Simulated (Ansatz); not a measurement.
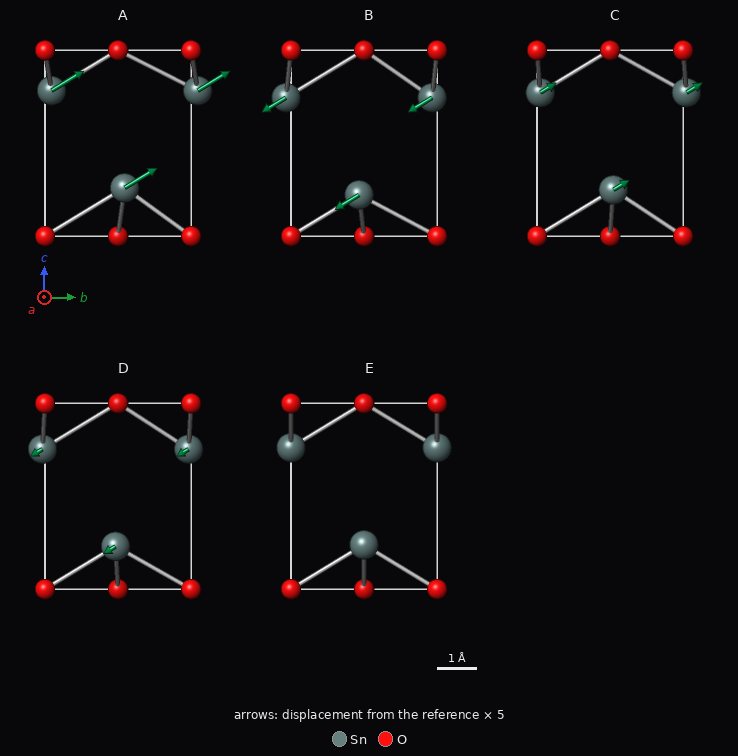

Energy scan for solid SnO (P4/nmm), in which the whole Sn sublattice is shifted rigidly, towards the nearest copy of atom 3 (O) at 2.224 Å, all else fixed. Style: ball-and-stick. Shown: the cell of the calculation, repeated 2 × 1 × 1 with one cell outlined, along the a axis. Green arrows: displacements from the reference.

Computed with DFT PBE, scalar-relativistic, plane waves, PAW (Ansatz). (plane-wave cutoff 420 eV; k-point mesh 12 × 12 × 10; occupations gaussian; smearing width 0.15 eV; no spin polarisation). Energies (free energies at the smearing named) are counted from the cell as listed in its source, which wasn't relaxed.

### Rank the frames from lowest to highest energy.

Lowest first: E (the displacement 0.00 Å, 0.0 meV/cell), D (the displacement 0.075 Å, 27.4 meV/cell), C (the displacement −0.10 Å, 49.1 meV/cell), B (the displacement 0.15 Å, 113.3 meV/cell), A (the displacement −0.20 Å, 208.5 meV/cell). Over the whole scan: the lowest computed point lies at the displacement 0.00 Å (0.0 meV/cell). The end points stand at 208.5 meV/cell (−0.20 Å) and 208.5 meV/cell (0.20 Å). The curvature at zero is about 9.7 eV/Å² per cell. The well is symmetric. At the highest point the shortest interatomic distance is 2.02 Å, against 2.22 Å in the reference. The distortion takes the space group from P4/nmm to Pm.

Limits of the set-up: layers or molecules are held without a dispersion correction, so their spacing is unreliable.
